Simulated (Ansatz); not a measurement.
CO2: geometry relaxation (part 1 of 3)

- system: CO2 (6 atoms in the cell)
- method: DFT PBE+D3(BJ), scalar-relativistic, plane waves, PAW, no spin polarisation (Ansatz 0.2.0)

The structure derives from a Materials Project entry. Figures and captions count atoms from 1; the log counts them from 0 in places.

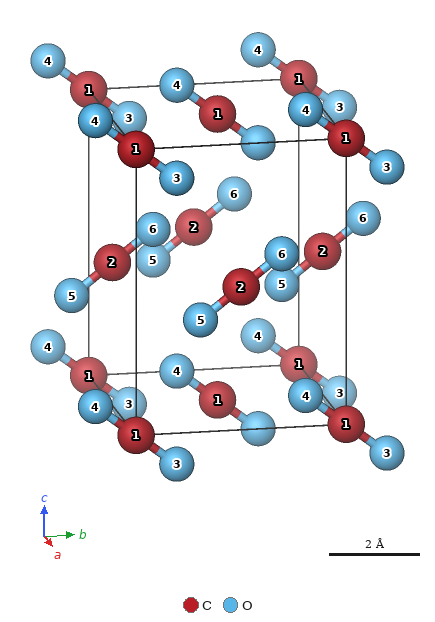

**Figure 1.** The structure as given in the input (ball-and-stick view of the cell 2 times as large as that of the calculation, set on its symmetry axes, seen slightly off an axis; atoms are numbered from 1 in the order of the input).

Results in brief

```csv
quantity,value
outcome,converged
space group (tolerance 0.01 Å),Cmce (64)
electrons treated,32
free energy,−2770.1845 eV
Fermi energy,0.817 eV
gap on the k-point mesh,6.53 eV
pressure,0.00 GPa
final volume,94.76 Å³
largest force (length of the vector) at the end,0.001 eV/Å
final cell,"a = 3.759 Å, b = 3.759 Å, c = 6.743 Å, α = 90.00°, β = 90.00°, γ = 83.91°"
hardware,"4 threads of Arm Neoverse V1, 24 GiB of memory available, shared host"
wall time,23 s (CPU time 85 s)
peak memory,0.41 GiB
```

The input
```yaml
crystal:
  lattice:
    - [2.63591123, -2.38737812, 0.0]
    - [2.63591123, 2.38737812, 0.0]
    - [0.0, 0.0, 6.58717491]
  atoms:
    - { symbol: C, position: [0.0, 0.0, 0.0] }
    - { symbol: C, position: [0.5, 0.5, 0.5] }
    - { symbol: O, position: [0.80650857, 0.19349143, 0.89184339] }
    - { symbol: O, position: [0.19349143, 0.80650857, 0.10815661] }
    - { symbol: O, position: [0.69349143, 0.30650857, 0.39184339] }
    - { symbol: O, position: [0.30650857, 0.69349143, 0.60815661] }
basis:
  ecutwfc: 420
kpoints:
  mp_grid: { grid: [6, 6, 4] }
hamiltonian:
  xc: pbe
  dispersion: d3bj
scf:
  occupations: { method: gaussian, width: 0.02 }
output:
  forces: true
  stress: true
  eigenvalues: true
relax:
  adjacent_minimum: "off"
  f_tol: 0.005
  max_steps: 80
  cell: { stress_tol: 0.05 }
```

Launched with:
```bash
ansatz run input.yaml --threads 4 --pin off --max-ram 6144MiB --backend cpu --events-out ev --progress --plain --runs-dir out
```

Output
```
Engine: ansatz 0.2.0, aarch64-unknown-linux-gnu
Pseudopotentials: kind: paw
Pseudopotential: C, paw, valence charge 4, recommended cutoff 420 eV (normal), C.paw.azcp
Pseudopotential: O, paw, valence charge 6, recommended cutoff 420 eV (normal), O.paw.azcp
Functional definition: PBE
  parameter kappa = 0.804
  parameter beta = 0.06672455060314922
  exchange = pbe_x(kappa = kappa, mu = beta*pi^2/3)
  correlation = pbe_c(beta = beta)
Crystal: 6 atoms, lattice volume = 82.905 Å³
Basis set: ecut = 420 eV, 1601 PW (Γ), exchange–correlation on 48×48×90 points (8 copies of the dense FFT grid, shifted against one another)
Bands: 22, of which v1, the nominal top of the filled ones, is band 16 counted from 1 (15 counted from 0)
Symmetry: 8 space group operations
Space group: Cmce (ITA 64), of the structure as read, at distance tolerance 4.4e-5 Å
k-points: 39 of 144
Non-local potential: C, projectors of the file, l = 0: 2, l = 1: 2, l = 2: 1
Non-local potential: O, projectors of the file, l = 0: 2, l = 1: 2, l = 2: 1
PAW form: soft (Blöchl's): semilocal exchange-correlation on the pseudo side does not see the compensation charge
PAW one-centre angular grid: C, 110 points (default); XC on 64 Gauss nodes
PAW one-centre angular grid: O, 110 points (default); XC on 64 Gauss nodes
Initial density: superposition of atomic densities (neutral atoms: chi_scale 0, normalization atom), corrected by the library's trained network
Initial wavefunctions: pseudopotential atomic-orbital guess
Functional: x = pbe(κ = 0.804, μ = 0.2195149727645171), c = pbe(β = 0.06672455060314922)
SCF iter   1: F=—  HF=-2770.141538 eV  |F-HF|=—  |Δ(HF+E_count)|=         —  Δρ=3.97e-3  dr2=4.27e-3  ethr=1.77e-3  ⟨swp⟩=6.4  Hψ=4193  notcnv=0
preconditioner: auto → none  [insulator: Δε(μ)=6.619 eV  Ē_g=16.027 eV  σ=0.020 eV  W_gap=1.00  n_scr=16 (ndim 8)  ℏωp=23.1 eV  f_vac=0.141  D(μ)=0.00/eV (n_scr^D=0)  ε∞_Penn≈3.1]
SCF iter   2: F=—  HF=-2770.143951 eV  |F-HF|=—  |Δ(HF+E_count)|=   2.41e-3  Δρ=1.89e-3  dr2=1.22e-3  ethr=1.34e-5  ⟨swp⟩=2.1  Hψ=1970  notcnv=0  defer=62
SCF iter   3: F=—  HF=-2770.144645 eV  |F-HF|=—  |Δ(HF+E_count)|=   6.94e-4  Δρ=9.78e-4  dr2=3.35e-4  ethr=3.81e-6  ⟨swp⟩=2.0  Hψ=1550  notcnv=0  defer=62
SCF iter   4: F=—  HF=-2770.144967 eV  |F-HF|=—  |Δ(HF+E_count)|=   3.22e-4  Δρ=1.11e-4  dr2=2.86e-6  ethr=1.05e-6  ⟨swp⟩=3.0  Hψ=1717  notcnv=0  defer=62
SCF iter   5: F=—  HF=-2770.145183 eV  |F-HF|=—  |Δ(HF+E_count)|=   2.16e-4  Δρ=3.83e-5  dr2=3.15e-7  ethr=8.94e-9  ⟨swp⟩=2.4  Hψ=1353  notcnv=0  defer=62
SCF iter   6: F=-2770.145184 eV  HF=-2770.145184 eV  |F-HF|=2.96e-9  |Δ(HF+E_count)|=   7.27e-7  Δρ=5.56e-6  dr2=7.56e-9  ethr=3.13e-10  ⟨swp⟩=7.6  Hψ=3691  notcnv=0
SCF 1 converged in 6 iterations: F = -2770.145184 eV  dr2 = 7.56e-9
  greatest PAW one-centre occupation: 0.884 electrons in one spin orbital (limit 2), on the O atom at site 5 (counted from 0), in its partial waves of l = 0
relax step   1: F+E_penalty+E_count = -2770.14518353 eV  Δ(F+E_penalty+E_count) = +0.000e0 eV  max|allowed force component| = 1.225e-1 eV/Å  Δτ_max = 0.0000 Å  P = +1.632 GPa  Ω = 82.905 Å³  (6 SCF iters, dr2 threshold 1.00e-7 eV, accepted)
Crystal: 6 atoms, lattice volume = 89.906 Å³
Basis set: ecut = 420 eV, 1731 PW (Γ), exchange–correlation on 48×48×90 points (8 copies of the dense FFT grid, shifted against one another)
Initial density: handed on by an earlier stage of this run
Initial wavefunctions: those handed on with the density
iter 1 solved again at ethr=1.29e-4 eV; its pass at ethr=3.10e-3 eV (dr2=4.13e-2 eV) is discarded
SCF iter   1: F=—  HF=-2770.137713 eV  |F-HF|=—  |Δ(HF+E_count)|=         —  Δρ=7.66e-3  dr2=3.61e-2  ethr=1.29e-4  ⟨swp⟩=2.0  Hψ=4823  notcnv=0
preconditioner: auto → none  [insulator: Δε(μ)=6.514 eV  Ē_g=15.895 eV  σ=0.020 eV  W_gap=1.00  n_scr=16 (ndim 8)  ℏωp=22.2 eV  f_vac=0.211  D(μ)=0.00/eV (n_scr^D=0)  ε∞_Penn≈2.9]
SCF iter   2: F=—  HF=-2770.128979 eV  |F-HF|=—  |Δ(HF+E_count)|=   8.73e-3  Δρ=4.61e-3  dr2=7.01e-3  ethr=1.13e-4  ⟨swp⟩=2.1  Hψ=1563  notcnv=0
SCF iter   3: F=—  HF=-2770.127913 eV  |F-HF|=—  |Δ(HF+E_count)|=   1.07e-3  Δρ=1.84e-3  dr2=2.01e-3  ethr=2.19e-5  ⟨swp⟩=2.0  Hψ=1705  notcnv=0
SCF iter   4: F=—  HF=-2770.127579 eV  |F-HF|=—  |Δ(HF+E_count)|=   3.34e-4  Δρ=4.88e-4  dr2=6.02e-5  ethr=6.27e-6  ⟨swp⟩=3.0  Hψ=1603  notcnv=0
SCF iter   5: F=—  HF=-2770.127554 eV  |F-HF|=—  |Δ(HF+E_count)|=   2.48e-5  Δρ=5.83e-5  dr2=9.30e-7  ethr=1.88e-7  ⟨swp⟩=2.3  Hψ=1491  notcnv=0
SCF iter   6: F=-2770.127555 eV  HF=-2770.127555 eV  |F-HF|=7.29e-9  |Δ(HF+E_count)|=   8.13e-7  Δρ=5.06e-6  dr2=7.27e-9  ethr=1.87e-9  ⟨swp⟩=5.2  Hψ=3537  notcnv=0
SCF 2 converged in 6 iterations: F = -2770.127555 eV  dr2 = 7.27e-9
[... from here on the iterations of each SCF are left out, up to the last one ...]
relax step   2: F+E_penalty+E_count = -2770.12755517 eV  Δ(F+E_penalty+E_count) = +1.763e-2 eV  max|allowed force component| = 1.313e-1 eV/Å  Δτ_max = 0.0302 Å  P = -0.056 GPa  Ω = 89.906 Å³  energy of the carried Pulay correction = -3.223e-2 eV  (6 SCF iters, dr2 threshold 6.00e-7 eV, accepted)
Crystal: 6 atoms, lattice volume = 87.694 Å³
Basis set: ecut = 420 eV, 1695 PW (Γ), exchange–correlation on 48×48×90 points (8 copies of the dense FFT grid, shifted against one another)
preconditioner: auto → none  [insulator: Δε(μ)=6.590 eV  Ē_g=15.957 eV  σ=0.020 eV  W_gap=1.00  n_scr=16 (ndim 8)  ℏωp=22.4 eV  f_vac=0.163  D(μ)=0.00/eV (n_scr^D=0)  ε∞_Penn≈3.0]
SCF 3 converged in 5 iterations: F = -2770.141423 eV  dr2 = 6.98e-8
relax step   3: F+E_penalty+E_count = -2770.14142301 eV  Δ(F+E_penalty+E_count) = -1.387e-2 eV  max|allowed force component| = 3.517e-2 eV/Å  Δτ_max = 0.0092 Å  P = +0.142 GPa  Ω = 87.694 Å³  energy of the carried Pulay correction = -2.232e-2 eV  (5 SCF iters, dr2 threshold 6.00e-7 eV, accepted)
Crystal: 6 atoms, lattice volume = 87.739 Å³
Basis set: ecut = 420 eV, 1687 PW (Γ), exchange–correlation on 48×48×90 points (8 copies of the dense FFT grid, shifted against one another)
preconditioner: auto → none  [insulator: Δε(μ)=6.572 eV  Ē_g=15.940 eV  σ=0.020 eV  W_gap=1.00  n_scr=16 (ndim 8)  ℏωp=22.4 eV  f_vac=0.171  D(μ)=0.00/eV (n_scr^D=0)  ε∞_Penn≈3.0]
SCF 4 converged in 4 iterations: F = -2770.141294 eV  dr2 = 6.21e-8
relax step   4: F+E_penalty+E_count = -2770.14129395 eV  Δ(F+E_penalty+E_count) = +1.291e-4 eV  max|allowed force component| = 1.353e-2 eV/Å  Δτ_max = 0.0013 Å  P = +0.053 GPa  Ω = 87.739 Å³  energy of the carried Pulay correction = -2.253e-2 eV  (4 SCF iters, dr2 threshold 2.08e-7 eV, accepted)
Crystal: 6 atoms, lattice volume = 87.769 Å³
preconditioner: auto → none  [insulator: Δε(μ)=6.569 eV  Ē_g=15.936 eV  σ=0.020 eV  W_gap=1.00  n_scr=16 (ndim 8)  ℏωp=22.4 eV  f_vac=0.171  D(μ)=0.00/eV (n_scr^D=0)  ε∞_Penn≈3.0]
SCF 5 converged in 5 iterations: F = -2770.141175 eV  dr2 = 1.96e-9
relax step   5: F+E_penalty+E_count = -2770.14117514 eV  Δ(F+E_penalty+E_count) = +1.188e-4 eV  max|allowed force component| = 2.435e-3 eV/Å  Δτ_max = 0.0009 Å  P = -0.009 GPa  Ω = 87.769 Å³  energy of the carried Pulay correction = -2.267e-2 eV  (5 SCF iters, dr2 threshold 3.26e-8 eV, accepted)
Basis set: ecut = 420 eV, 1687 PW (Γ), exchange–correlation on 50×50×90 points (8 copies of the dense FFT grid, shifted against one another)
Initial wavefunctions: pseudopotential atomic-orbital guess (no wavefunctions were taken with the density)
preconditioner: auto → none  [insulator: Δε(μ)=6.573 eV  Ē_g=15.936 eV  σ=0.020 eV  W_gap=1.00  n_scr=16 (ndim 8)  ℏωp=22.4 eV  f_vac=0.170  D(μ)=0.00/eV (n_scr^D=0)  ε∞_Penn≈3.0]
SCF 6 converged in 7 iterations: F = -2770.172085 eV  dr2 = 1.72e-12
relax step   6: F+E_penalty+E_count = -2770.17208518 eV  Δ(F+E_penalty+E_count) = -3.091e-2 eV  max|allowed force component| = 4.629e-3 eV/Å  Δτ_max = 0.0000 Å  P = +0.546 GPa  Ω = 87.769 Å³  stress off target by 7.04e-1 GPa  SCF on the basis re-selected at this cell (its energy is not comparable with the rows above)  (7 SCF iters)
basis re-selected at this cell: Δ(F+E_penalty+E_count) = -3.091e-2 eV, ΔP = +0.555 GPa vs the last step (what re-selecting the basis moved, of the pressure what is left beyond the Pulay correction that the steps carried, after the strain that the cell walked since its last selection, with what the two solves' SCF thresholds leave and, on support functions, any second-order correction that the steps lacked; it is no measure of the basis error at this ecutwfc). The dense FFT grid was sized anew with the basis: this SCF ran on 25×25×45 points, the steps before it on 24×24×45, so part of this shift can come from that change (see relax.cell in the input reference). This SCF's stress stands 7.04e-1 GPa from its target on what of the cell is left free (relax.cell.stress_tol is 5.00e-2 GPa) and its largest allowed force component is 4.63e-3 eV/Å (relax.f_tol is 5.00e-3 eV/Å): not within both, so this SCF does not close the relaxation
Crystal: 6 atoms, lattice volume = 90.077 Å³
Basis set: ecut = 420 eV, 1755 PW (Γ), exchange–correlation on 50×50×90 points (8 copies of the dense FFT grid, shifted against one another)
preconditioner: auto → none  [insulator: Δε(μ)=6.539 eV  Ē_g=15.894 eV  σ=0.020 eV  W_gap=1.00  n_scr=16 (ndim 8)  ℏωp=22.1 eV  f_vac=0.196  D(μ)=0.00/eV (n_scr^D=0)  ε∞_Penn≈2.9]
SCF 7 converged in 5 iterations: F = -2770.166733 eV  dr2 = 9.80e-8
relax step   7: F+E_penalty+E_count = -2770.16673302 eV  Δ(F+E_penalty+E_count) = +5.352e-3 eV  max|allowed force component| = 3.428e-3 eV/Å  Δτ_max = 0.0082 Å  P = +0.252 GPa  Ω = 90.077 Å³  energy of the carried Pulay correction = -1.150e-2 eV  (5 SCF iters, dr2 threshold 6.00e-7 eV, accepted)
Crystal: 6 atoms, lattice volume = 92.253 Å³
Basis set: ecut = 420 eV, 1795 PW (Γ), exchange–correlation on 50×50×90 points (8 copies of the dense FFT grid, shifted against one another)
preconditioner: auto → Resta (q_TF=auto, 2.287 Å⁻¹)  ε∞=2.9  [insulator: Δε(μ)=6.484 eV  Ē_g=15.798 eV  σ=0.020 eV  W_gap=1.00  n_scr=18 (ndim 8)  ℏωp=21.9 eV  f_vac=0.209  D(μ)=0.00/eV (n_scr^D=0)  ε∞_Penn≈2.9]
SCF 8 converged in 6 iterations: F = -2770.153456 eV  dr2 = 1.44e-8
relax step   8: F+E_penalty+E_count = -2770.15345627 eV  Δ(F+E_penalty+E_count) = +1.328e-2 eV  max|allowed force component| = 2.714e-1 eV/Å  Δτ_max = 0.0109 Å  P = -0.937 GPa  Ω = 92.253 Å³  energy of the carried Pulay correction = -2.382e-2 eV  (6 SCF iters, dr2 threshold 1.81e-7 eV, rejected (line search))
Crystal: 6 atoms, lattice volume = 91.439 Å³
Basis set: ecut = 420 eV, 1775 PW (Γ), exchange–correlation on 50×50×90 points (8 copies of the dense FFT grid, shifted against one another)
preconditioner: auto → none  [insulator: Δε(μ)=6.567 eV  Ē_g=15.894 eV  σ=0.020 eV  W_gap=1.00  n_scr=16 (ndim 8)  ℏωp=22.0 eV  f_vac=0.195  D(μ)=0.00/eV (n_scr^D=0)  ε∞_Penn≈2.9]
SCF 9 converged in 7 iterations: F = -2770.160612 eV  dr2 = 4.39e-11
relax step   9: F+E_penalty+E_count = -2770.16061182 eV  Δ(F+E_penalty+E_count) = +6.121e-3 eV  max|allowed force component| = 1.753e-3 eV/Å  Δτ_max = 0.0052 Å  P = +0.063 GPa  Ω = 91.439 Å³  energy of the carried Pulay correction = -1.895e-2 eV  (7 SCF iters, accepted)
Crystal: 6 atoms, lattice volume = 91.959 Å³
preconditioner: auto → none  [insulator: Δε(μ)=6.541 eV  Ē_g=15.878 eV  σ=0.020 eV  W_gap=1.00  n_scr=16 (ndim 8)  ℏωp=21.9 eV  f_vac=0.203  D(μ)=0.00/eV (n_scr^D=0)  ε∞_Penn≈2.9]
SCF 10 converged in 5 iterations: F = -2770.157764 eV  dr2 = 5.24e-9
relax step  10: F+E_penalty+E_count = -2770.15776385 eV  Δ(F+E_penalty+E_count) = +2.848e-3 eV  max|allowed force component| = 1.265e-3 eV/Å  Δτ_max = 0.0028 Å  P = +0.004 GPa  Ω = 91.959 Å³  energy of the carried Pulay correction = -2.191e-2 eV  (5 SCF iters, dr2 threshold 1.37e-8 eV, accepted)
Basis set: ecut = 420 eV, 1795 PW (Γ), exchange–correlation on 50×50×96 points (8 copies of the dense FFT grid, shifted against one another)
preconditioner: auto → none  [insulator: Δε(μ)=6.546 eV  Ē_g=15.880 eV  σ=0.020 eV  W_gap=1.00  n_scr=16 (ndim 8)  ℏωp=21.9 eV  f_vac=0.200  D(μ)=0.00/eV (n_scr^D=0)  ε∞_Penn≈2.9]
SCF 11 converged in 6 iterations: F = -2770.182083 eV  dr2 = 1.90e-11
relax step  11: F+E_penalty+E_count = -2770.18208341 eV  Δ(F+E_penalty+E_count) = -2.432e-2 eV  max|allowed force component| = 3.153e-4 eV/Å  Δτ_max = 0.0000 Å  P = +0.187 GPa  Ω = 91.959 Å³  stress off target by 2.83e-1 GPa  SCF on the basis re-selected at this cell (its energy is not comparable with the rows above)  (6 SCF iters)
basis re-selected at this cell: Δ(F+E_penalty+E_count) = -2.432e-2 eV, ΔP = +0.183 GPa vs the last step (what re-selecting the basis moved, of the pressure what is left beyond the Pulay correction that the steps carried, after the strain that the cell walked since its last selection, with what the two solves' SCF thresholds leave and, on support functions, any second-order correction that the steps lacked; it is no measure of the basis error at this ecutwfc). The dense FFT grid was sized anew with the basis: this SCF ran on 25×25×48 points, the steps before it on 25×25×45, so part of this shift can come from that change (see relax.cell in the input reference). This SCF's stress stands 2.83e-1 GPa from its target on what of the cell is left free (relax.cell.stress_tol is 5.00e-2 GPa) and its largest allowed force component is 3.15e-4 eV/Å (relax.f_tol is 5.00e-3 eV/Å): not within both, so this SCF does not close the relaxation
Crystal: 6 atoms, lattice volume = 93.467 Å³
Basis set: ecut = 420 eV, 1827 PW (Γ), exchange–correlation on 50×50×96 points (8 copies of the dense FFT grid, shifted against one another)
preconditioner: auto → Resta (q_TF=auto, 2.282 Å⁻¹)  ε∞=2.9  [insulator: Δε(μ)=6.525 eV  Ē_g=15.852 eV  σ=0.020 eV  W_gap=1.00  n_scr=18 (ndim 8)  ℏωp=21.7 eV  f_vac=0.216  D(μ)=0.00/eV (n_scr^D=0)  ε∞_Penn≈2.9]
SCF 12 converged in 5 iterations: F = -2770.176271 eV  dr2 = 6.16e-8
relax step  12: F+E_penalty+E_count = -2770.17627053 eV  Δ(F+E_penalty+E_count) = +5.813e-3 eV  max|allowed force component| = 8.404e-3 eV/Å  Δτ_max = 0.0059 Å  P = +0.030 GPa  Ω = 93.467 Å³  energy of the carried Pulay correction = -7.150e-3 eV  (5 SCF iters, dr2 threshold 2.01e-7 eV, accepted)
Crystal: 6 atoms, lattice volume = 94.018 Å³
Basis set: ecut = 420 eV, 1859 PW (Γ), exchange–correlation on 50×50×96 points (8 copies of the dense FFT grid, shifted against one another)
preconditioner: auto → Resta (q_TF=auto, 2.280 Å⁻¹)  ε∞=2.9  [insulator: Δε(μ)=6.564 eV  Ē_g=15.914 eV  σ=0.020 eV  W_gap=1.00  n_scr=18 (ndim 8)  ℏωp=21.7 eV  f_vac=0.219  D(μ)=0.00/eV (n_scr^D=0)  ε∞_Penn≈2.9]
SCF 13 converged in 6 iterations: F = -2770.171698 eV  dr2 = 4.24e-9
relax step  13: F+E_penalty+E_count = -2770.17169777 eV  Δ(F+E_penalty+E_count) = +4.573e-3 eV  max|allowed force component| = 2.396e-1 eV/Å  Δτ_max = 0.0134 Å  P = +0.793 GPa  Ω = 94.018 Å³  energy of the carried Pulay correction = -1.010e-2 eV  (6 SCF iters, dr2 threshold 1.69e-8 eV, rejected (line search))
Crystal: 6 atoms, lattice volume = 93.847 Å³
preconditioner: auto → Resta (q_TF=auto, 2.280 Å⁻¹)  ε∞=2.9  [insulator: Δε(μ)=6.527 eV  Ē_g=15.854 eV  σ=0.020 eV  W_gap=1.00  n_scr=18 (ndim 8)  ℏωp=21.7 eV  f_vac=0.214  D(μ)=0.00/eV (n_scr^D=0)  ε∞_Penn≈2.9]
SCF 14 converged in 8 iterations: F = -2770.174452 eV  dr2 = 1.82e-12
relax step  14: F+E_penalty+E_count = -2770.17445245 eV  Δ(F+E_penalty+E_count) = +1.818e-3 eV  max|allowed force component| = 1.357e-3 eV/Å  Δτ_max = 0.0033 Å  P = +0.030 GPa  Ω = 93.847 Å³  energy of the carried Pulay correction = -9.106e-3 eV  (8 SCF iters, accepted)
Crystal: 6 atoms, lattice volume = 94.182 Å³
Basis set: ecut = 420 eV, 1867 PW (Γ), exchange–correlation on 50×50×96 points (8 copies of the dense FFT grid, shifted against one another)
preconditioner: auto → Resta (q_TF=auto, 2.279 Å⁻¹)  ε∞=2.9  [insulator: Δε(μ)=6.531 eV  Ē_g=15.852 eV  σ=0.020 eV  W_gap=1.00  n_scr=18 (ndim 8)  ℏωp=21.6 eV  f_vac=0.218  D(μ)=0.00/eV (n_scr^D=0)  ε∞_Penn≈2.9]
SCF 15 converged in 7 iterations: F = -2770.172699 eV  dr2 = 3.95e-12
relax step  15: F+E_penalty+E_count = -2770.17269918 eV  Δ(F+E_penalty+E_count) = +1.753e-3 eV  max|allowed force component| = 1.332e-4 eV/Å  Δτ_max = 0.0020 Å  P = -0.000 GPa  Ω = 94.182 Å³  energy of the carried Pulay correction = -1.090e-2 eV  (7 SCF iters, accepted)
Basis set: ecut = 420 eV, 1867 PW (Γ), exchange–correlation on 54×54×96 points (8 copies of the dense FFT grid, shifted against one another)
preconditioner: auto → Resta (q_TF=auto, 2.279 Å⁻¹)  ε∞=2.9  [insulator: Δε(μ)=6.535 eV  Ē_g=15.853 eV  σ=0.020 eV  W_gap=1.00  n_scr=18 (ndim 8)  ℏωp=21.6 eV  f_vac=0.216  D(μ)=0.00/eV (n_scr^D=0)  ε∞_Penn≈2.9]
SCF 16 converged in 6 iterations: F = -2770.184372 eV  dr2 = 4.77e-12
relax step  16: F+E_penalty+E_count = -2770.18437215 eV  Δ(F+E_penalty+E_count) = -1.167e-2 eV  max|allowed force component| = 4.890e-4 eV/Å  Δτ_max = 0.0000 Å  P = +0.035 GPa  Ω = 94.182 Å³  stress off target by 1.04e-1 GPa  SCF on the basis re-selected at this cell (its energy is not comparable with the rows above)  (6 SCF iters)
basis re-selected at this cell: Δ(F+E_penalty+E_count) = -1.167e-2 eV, ΔP = +0.036 GPa vs the last step (what re-selecting the basis moved, of the pressure what is left beyond the Pulay correction that the steps carried, after the strain that the cell walked since its last selection, with what the two solves' SCF thresholds leave and, on support functions, any second-order correction that the steps lacked; it is no measure of the basis error at this ecutwfc). The dense FFT grid was sized anew with the basis: this SCF ran on 27×27×48 points, the steps before it on 25×25×48, so part of this shift can come from that change (see relax.cell in the input reference). This SCF's stress stands 1.04e-1 GPa from its target on what of the cell is left free (relax.cell.stress_tol is 5.00e-2 GPa) and its largest allowed force component is 4.89e-4 eV/Å (relax.f_tol is 5.00e-3 eV/Å): not within both, so this SCF does not close the relaxation
Crystal: 6 atoms, lattice volume = 94.718 Å³
Basis set: ecut = 420 eV, 1875 PW (Γ), exchange–correlation on 54×54×96 points (8 copies of the dense FFT grid, shifted against one another)
preconditioner: auto → Resta (q_TF=auto, 2.277 Å⁻¹)  ε∞=2.9  [insulator: Δε(μ)=6.529 eV  Ē_g=15.845 eV  σ=0.020 eV  W_gap=1.00  n_scr=18 (ndim 8)  ℏωp=21.6 eV  f_vac=0.223  D(μ)=0.00/eV (n_scr^D=0)  ε∞_Penn≈2.9]
SCF 17 converged in 5 iterations: F = -2770.182076 eV  dr2 = 1.47e-8
```
